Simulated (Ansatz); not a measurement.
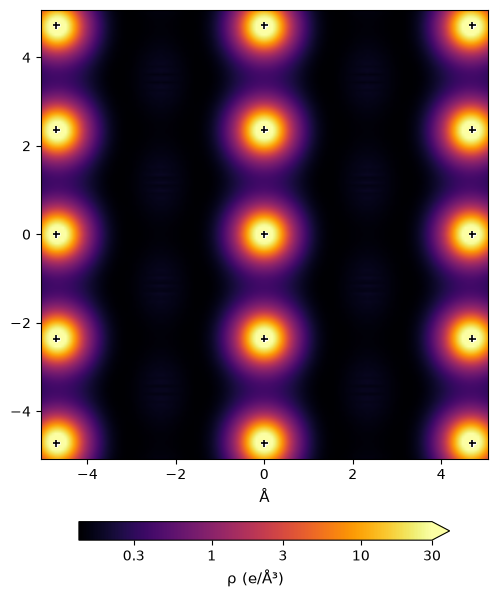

The valence charge density (pseudo) on a plane through atoms (crosses mark nuclei in the plane).

All numbers below come from Ansatz, DFT PBEsol, scalar-relativistic, plane waves, PAW.

Candidates:
A. Zn, a = 4.70 Å, b = 4.70 Å, c = 2.36 Å, α = 90.00°, β = 90.00°, γ = 120.00°. Space group R-3m; a structure from a database of computed crystals, not necessarily the ambient phase.
B. Ti (slab), a = 3.21 Å, b = 3.21 Å, c = 20.11 Å, α = 90.00°, β = 90.00°, γ = 90.00°. Not relaxed (largest force 0.6 eV/Å); computed without spin polarisation.

**Which candidate gave the map?**

Candidate A: Zn on the (100) plane of the conventional cell, which holds Zn. Zn–Zn (2.36 Å): ρ is about 0.39 e/Å³ halfway.
